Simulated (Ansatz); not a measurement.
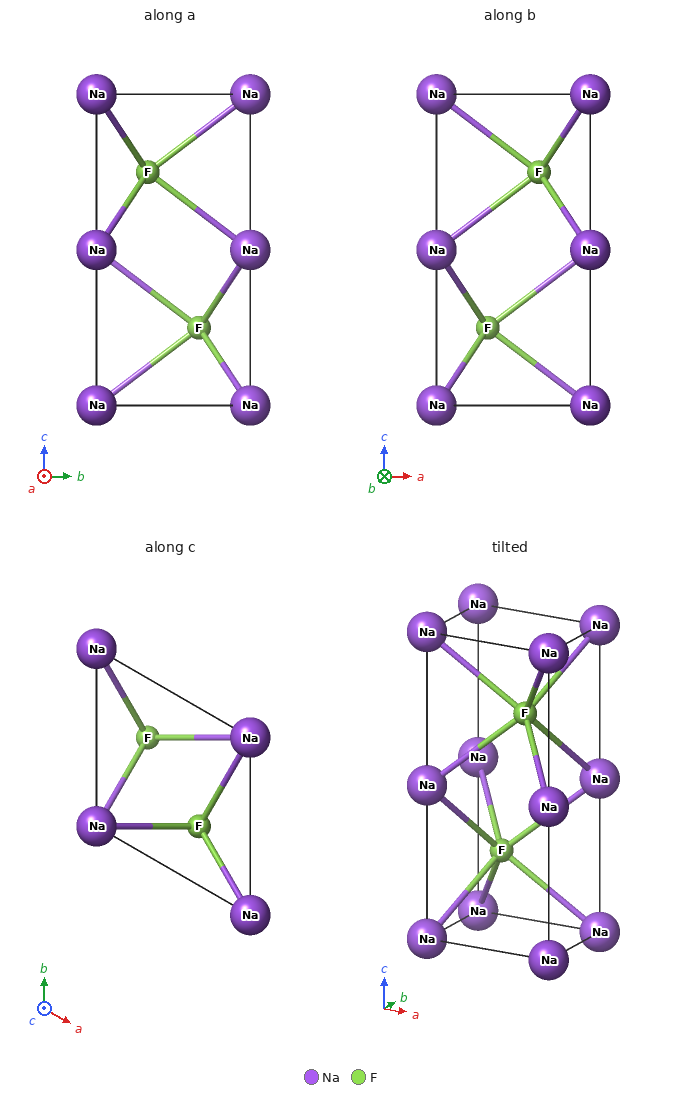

View along the a axis, along the b axis, along the c axis and slightly off an axis, drawn as a ball-and-stick model. The wireframe shows the conventional unit cell.

Lattice parameters: a = 3.1776 Å, b = 3.1776 Å, c = 5.5676 Å, α = 90.000°, β = 90.000°, γ = 120.000°.

Question: Put the structure into a CIF with its space group and independent sites.

Answer:
```cif
data_structure
_symmetry_space_group_name_H-M 'P 63/m m c'
_symmetry_Int_Tables_number 194
_cell_length_a 3.1776
_cell_length_b 3.1776
_cell_length_c 5.5676
_cell_angle_alpha 90.000
_cell_angle_beta 90.000
_cell_angle_gamma 120.000
_cell_volume 48.68
loop_
_atom_site_label
_atom_site_type_symbol
_atom_site_symmetry_multiplicity
_atom_site_Wyckoff_symbol
_atom_site_fract_x
_atom_site_fract_y
_atom_site_fract_z
_atom_site_occupancy
Na1 Na 2 a 0.0000 0.0000 0.0000 1
F1 F 2 c 0.3333 0.6667 0.2500 1
```

The model was built from a structure type filled with these elements by a generator (whether the compound takes this form wasn't checked). Earlier steps of the study may have refined or changed the cell and positions. It went into a calculation with Ansatz.
